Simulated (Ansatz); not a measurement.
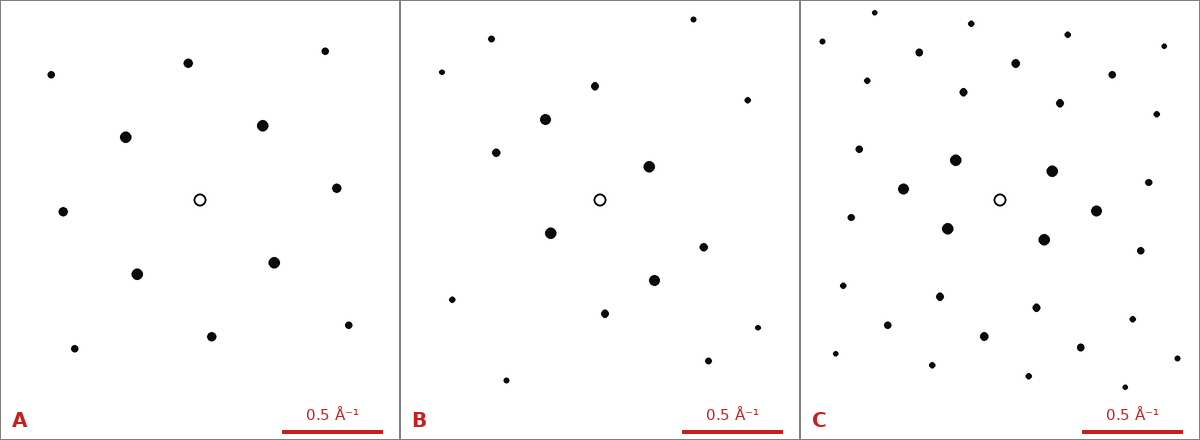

Computed electron diffraction patterns, 300 kV, single scattering only, B = 0.5 Å².

All three come from Ti, space group Fd-3m (No. 227), a = 5.82 Å. Structure: the end point of a relaxation with DFT, RPBE, plane waves (420 eV) with PAW, scalar-relativistic (Ansatz); the starting structure was generated, so it need not be a known form of this composition.

> Assign the zone axes [001], [110], [211] to A, B and C.

A is [001]: square net of 2 -2 0 at d = 2.06 Å and 2 2 0 at d = 2.06 Å, at 90.0°. B is [211]: rectangular net of -1 1 1 at d = 3.36 Å and 0 -2 2 at d = 2.06 Å, at 90.0°. C is [110]: centred rectangular net of -1 1 -1 at d = 3.36 Å and -1 1 1 at d = 3.36 Å, at 70.5°.
